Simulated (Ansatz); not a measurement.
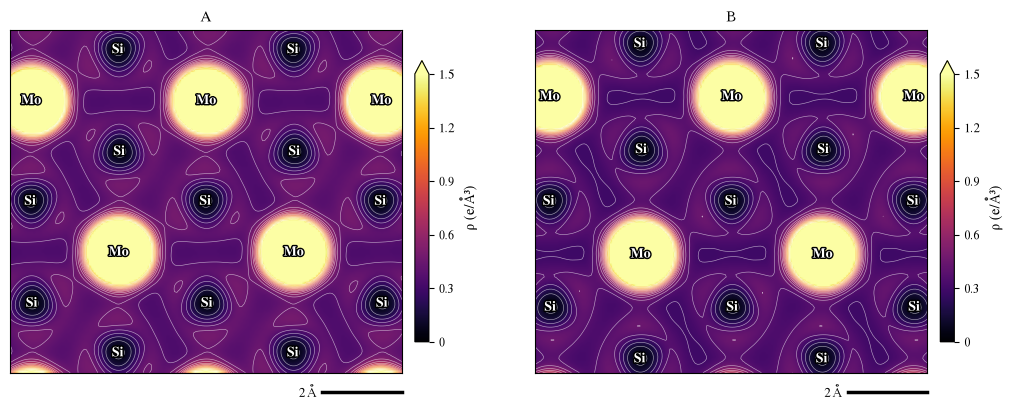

Si2Mo. The valence pseudo-density of two cells that differ in size, on the (001) plane of each (indices in the axes of the calculation cell), at one length scale and on one colour scale: B has 13.3 Å³ an atom and A 11.9.

Level of theory: DFT PBE, scalar-relativistic, plane waves, PAW in Ansatz 0.2.0.

The larger cell:

```
Si Mo
1.0
     4.58547    0.00000    0.00000
    -2.29274    3.97113    0.00000
     0.00000    0.00000    6.57976
Si Mo
6 3
Direct
  0.16394 0.83606 0.83333
  0.32789 0.16394 0.16667
  0.83606 0.67211 0.50000
  0.83606 0.16394 0.83333
  0.67211 0.83606 0.16667
  0.16394 0.32789 0.50000
  0.50000 0.00000 0.50000
  0.00000 0.50000 0.16667
  0.50000 0.50000 0.83333
```

The smaller cell: a = 4.411 Å, b = 4.411 Å, c = 6.361 Å, α = 90.00°, β = 90.00°, γ = 120.00°.

> What changes from the larger cell to the smaller?

From the larger cell to the smaller, Si–Si goes from 2.60 to 2.50 Å, and the density at its midpoint from 0.34 to 0.4 e/Å³; Si–Mo goes from 2.64 to 2.54 Å, and the density at its midpoint from 0.39 to 0.46 e/Å³; the pressure goes from 3.5 to 35 GPa.
